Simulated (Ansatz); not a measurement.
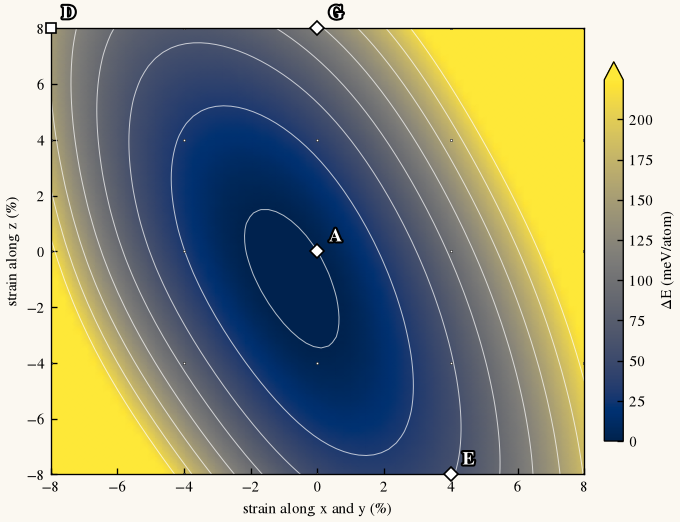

HfN (F-43m, No. 216; 2 atoms in the cell). The cell is strained homogeneously, by one strain along x and y and another along z, with fractional coordinates fixed (x, y and z along the cube axes). First axis: strain along x and y. Second axis: strain along z. The scan uses a 5 × 5 grid. Points are written as (first, second). Energies: meV/atom, counted from the lowest grid point. The reference cell is the one listed in the database, not relaxed at this level. Method: DFT PBEsol, scalar-relativistic, plane waves, PAW in Ansatz 0.2.0. Settings: cutoff 420 eV, k-mesh 16×16×16, gaussian smearing 0.15 eV, no spin polarisation.

Drawn: a smooth colour map with a few white contour lines, dots at the grid points, one colour for all values above the top of the scale, lettered points. Between grid points the surface is interpolated.

**Rank the lettered points by energy, lowest first.**

A (0 meV/atom), E (58 meV/atom), G (115 meV/atom), D (151 meV/atom).
